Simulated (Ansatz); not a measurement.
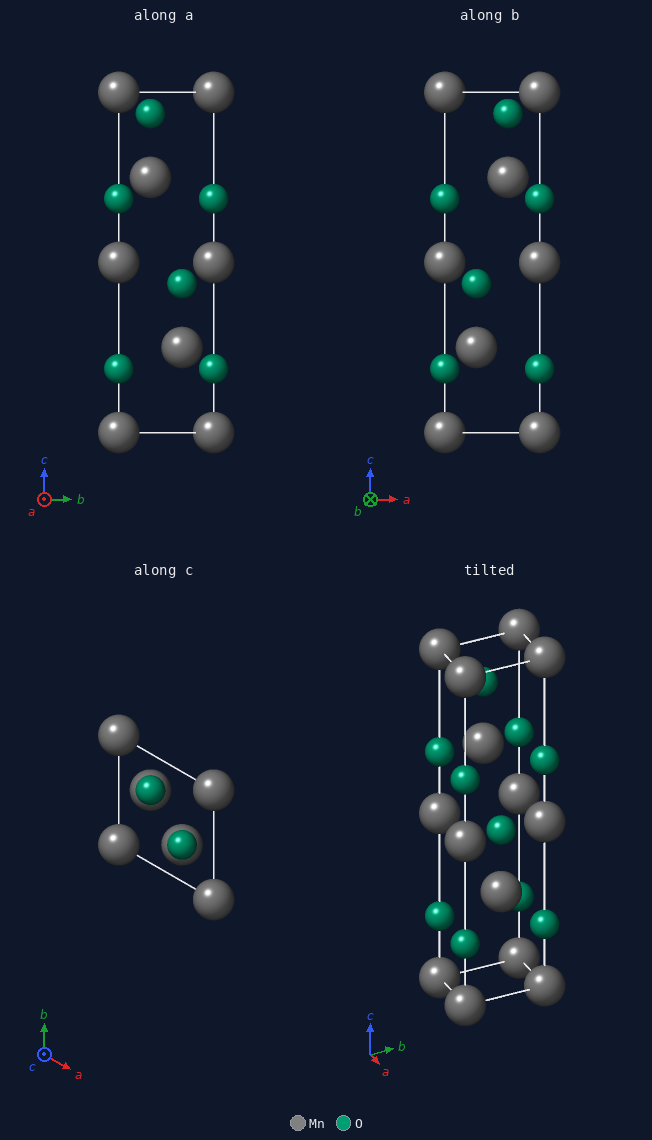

A spheres-only rendering, viewed along the a axis, along the b axis, along the c axis and slightly off an axis. The wireframe shows the conventional unit cell.

Lattice parameters: a = 3.4256 Å, b = 3.4256 Å, c = 10.6462 Å, α = 90.000°, β = 90.000°, γ = 120.000°.

Q: Put the structure into a CIF in P1 with every atom of the cell, with free fractional coordinates to two decimals.

A:
```cif
data_structure
_symmetry_space_group_name_H-M 'P 1'
_symmetry_Int_Tables_number 1
_cell_length_a 3.4256
_cell_length_b 3.4256
_cell_length_c 10.6462
_cell_angle_alpha 90.000
_cell_angle_beta 90.000
_cell_angle_gamma 120.000
_cell_volume 108.19
loop_
_atom_site_label
_atom_site_type_symbol
_atom_site_fract_x
_atom_site_fract_y
_atom_site_fract_z
_atom_site_occupancy
Mn1 Mn 0.6667 0.3333 0.75 1
O1 O 0.6667 0.3333 0.94 1
Mn2 Mn 0.00 0.00 0.00 1
O2 O 0.00 0.00 0.19 1
Mn3 Mn 0.3333 0.6667 0.25 1
O3 O 0.3333 0.6667 0.44 1
Mn4 Mn 0.00 0.00 0.50 1
O4 O 0.00 0.00 0.69 1
```

The structure was taken from a structure type filled with these elements by a generator (whether the compound takes this form wasn't checked). Earlier steps of the study may have refined or changed the cell and positions. It was set up as input for a calculation with Ansatz.
